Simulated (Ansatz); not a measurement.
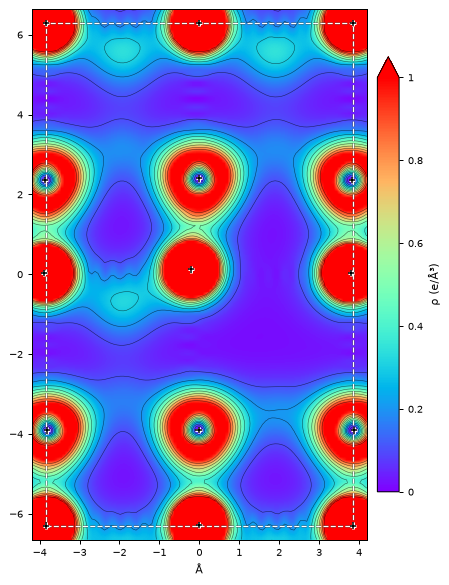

The valence pseudo-density on a plane through atoms (crosses mark nuclei in the plane).

Level of theory: DFT PBE, scalar-relativistic, plane waves, PAW (Ansatz).

Candidates:
A. ZrS2, a = 3.69 Å, b = 3.69 Å, c = 6.76 Å, α = 90.00°, β = 90.00°, γ = 120.00°. Space group P-3m1; a structure from a database of computed crystals, not necessarily the ambient phase.
B. Zn16S15 (cell charge +1, with a compensating background) (cell with a defect), a = 7.69 Å, b = 7.69 Å, c = 12.59 Å, α = 90.00°, β = 90.00°, γ = 120.00°. Spin-polarised.

### Which system is this?

Candidate B: Zn16S15 on the (100) plane of the calculation cell, which holds Zn and S. Zn–S (2.29 Å): ρ is about 0.53 e/Å³ halfway. Zn–S (2.34 Å): the density is about 0.48 e/Å³ at the midpoint.
